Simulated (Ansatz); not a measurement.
**Al (interface cell): density, localisation and related maps**

Input

```
crystal:
  lattice:
    - [4.0414568371, 0.0, 0.0]
    - [-2.0207284185, 4.5184861079, 0.0]
    - [0.0, 0.0, 18.3739444317]
  atoms:
    - { symbol: Al, position: [0.4, 0.8, 0.0737754399] }
    - { symbol: Al, position: [0.2, 0.4, 0.2705099461] }
    - { symbol: Al, position: [0.7, 0.4, 0.0245918133] }
    - { symbol: Al, position: [0.5, 0.0, 0.2213263196] }
    - { symbol: Al, position: [0.9, 0.8, 0.3196935727] }
    - { symbol: Al, position: [0.8, 0.6, 0.172142693] }
    - { symbol: Al, position: [0.6, 0.2, 0.3688771993] }
    - { symbol: Al, position: [0.1, 0.2, 0.1229590664] }
    - { symbol: Al, position: [0.3, 0.6, 0.4180608259] }
    - { symbol: Al, position: [0.0, 0.0, 0.4672444524] }
    - { symbol: Al, position: [0.9, 0.8, 0.9180608259] }
    - { symbol: Al, position: [0.7, 0.4, 0.7213263196] }
    - { symbol: Al, position: [0.2, 0.4, 0.9672444524] }
    - { symbol: Al, position: [0.0, 0.0, 0.7705099461] }
    - { symbol: Al, position: [0.4, 0.8, 0.672142693] }
    - { symbol: Al, position: [0.3, 0.6, 0.8196935727] }
    - { symbol: Al, position: [0.1, 0.2, 0.6229590664] }
    - { symbol: Al, position: [0.6, 0.2, 0.8688771993] }
    - { symbol: Al, position: [0.8, 0.6, 0.5737754399] }
    - { symbol: Al, position: [0.5, 0.0, 0.5245918133] }
basis:
  ecutwfc: 420
kpoints:
  mp_grid: { grid: [10, 10, 2] }
hamiltonian:
  xc: pbe
scf:
  occupations: { method: gaussian, width: 0.1 }
output:
  forces: true
  stress: true
  eigenvalues: true
  populations: true
  write_density: true
  write_potential: true
  elf: true
  volumetric_format: npy
relax:
  adjacent_minimum: "off"
  f_tol: 0.02
  max_steps: 60
  cell: { fix: [a, b, alpha, beta, gamma], stress_tol: 0.1 }
```

Command:

```sh
ansatz run input.yaml --threads 4 --pin off --max-ram 11264MiB --backend cpu --events-out ev --progress --plain --runs-dir out
```

The fields are those of the run's last geometry, not of the input's.

Level of theory: Ansatz 0.2.0, DFT PBE, scalar-relativistic, plane waves, PAW.

In a PAW calculation such maps are meaningful between the atoms, not at the nuclei.

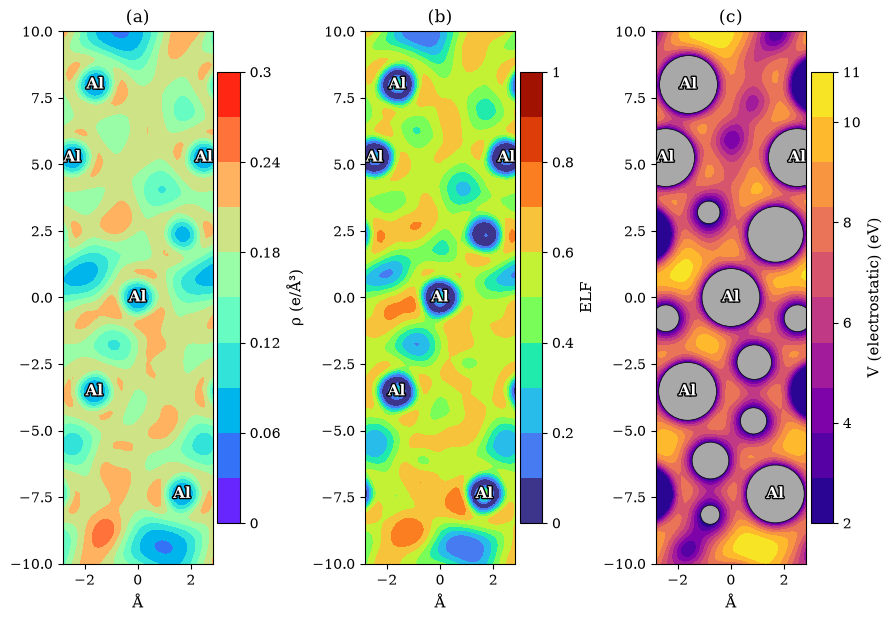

Figure 1. (a) valence electron density; (b) electron localisation function; (c) electrostatic potential energy of an electron on the (101) plane of the calculation cell. Grey discs cover the atomic cores in the potential map.

**Interpret the plot.**

- Atoms in the plane: Al.
- Atoms just off the plane (Al, 0.3 Å away) can leave unmarked features too.
- Al–Al (2.88 Å): ρ at the midpoint is about 0.2 e/Å³; the ELF peaks at about 0.65 between the atoms.
- Between the atoms the lowest density in this plane is 0.05 e/Å³.
- Outside the cores the potential energy rises away from the atoms and is highest about 2.1 Å from the nearest atoms; its zero is arbitrary.

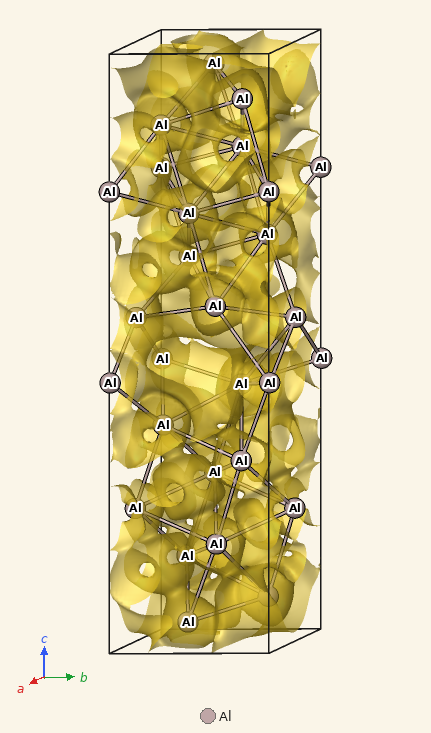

Figure 2. Isosurface of the electron localisation function at 0.55 (yellow), seen slightly off an axis. Only the valence region is drawn (cores and ρ < 0.01 e/Å³ removed). Sticks mark near contacts.

**What do the ELF domains correspond to?**

At this value the surface marks out one network that runs through the whole crystal, counted in one cell of 20 atoms. Regions shared between cells count once. There are no localised bonds or lone pairs at this value. Along the contacts the grid gives the following. Al–Al (2.63 Å): the ELF peaks at about 0.80 between the atoms. Al–Al (2.73 Å): the ELF peaks at about 0.70 between the atoms.

**Does the calculation make it a metal, or give it a gap?**

It is gapless in this calculation (a metal or semimetal).
